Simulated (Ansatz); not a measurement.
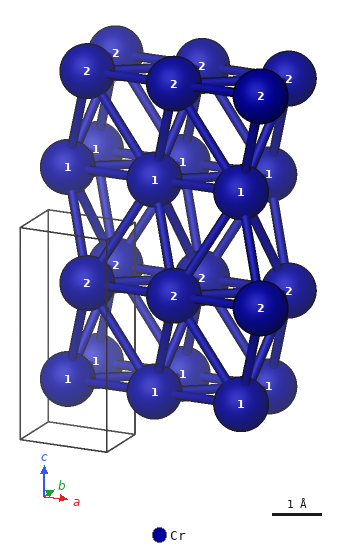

Reference structure: crystalline Cr (set up in P6_3/mmc). A ball-and-stick model of the cell of the calculation, repeated 3 × 2 × 2 with one cell outlined, seen slightly off an axis.

The calculation used DFT PBE, scalar-relativistic, plane waves, PAW in Ansatz 0.2.0. Set-up: plane-wave cutoff 420 eV; k-point mesh 21 × 21 × 10; occupations gaussian; smearing width 0.1 eV; no spin polarisation.

Change: The volume is changed by −9.0 %. The cell's shape and the atoms are relaxed at that volume.

The input:
```yaml
crystal:
  lattice:
    - [2.4126218696, 0.0, 0.0]
    - [-1.2063109348, 2.0893918287, 0.0]
    - [0.0, 0.0, 4.3016162641]
  atoms:
    - { symbol: Cr, position: [0.3333333333, 0.6666666667, 0.25] }
    - { symbol: Cr, position: [0.6666666667, 0.3333333333, 0.75] }
basis:
  ecutwfc: 420
kpoints:
  mp_grid: { grid: [21, 21, 10] }
hamiltonian:
  xc: pbe
scf:
  occupations: { method: gaussian, width: 0.1 }
output:
  forces: true
  stress: true
  eigenvalues: true
relax:
  adjacent_minimum: "off"
  f_tol: 0.01
  max_steps: 30
  cell: { stress_tol: 0.1, fix: [volume] }
```

Run as
```bash
ansatz run input.yaml --threads 1 --pin off --max-ram 2560MiB --backend cpu --events-out ev --progress --plain --runs-dir out
```

Q: What is the effect?

A: The energy rises by 83.0 meV per atom. The pressure goes from 0.0 to 26.9 GPa. The drawn cell changes as follows: a = b 2.485 → 2.415 Å (−2.8 %), c 4.456 → 4.294 Å (−3.6 %); the volume changes by −9.0 %. No atom moves by more than 0.005 Å relative to the cell. Among the bonded contacts that change: Cr–Cr 2.650 → 2.560 Å, Cr–Cr 2.485 → 2.415 Å. The space group stays P6_3/mmc (No. 194).

The changed structure in the same view:

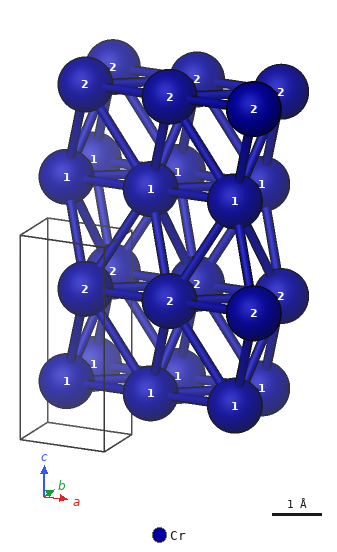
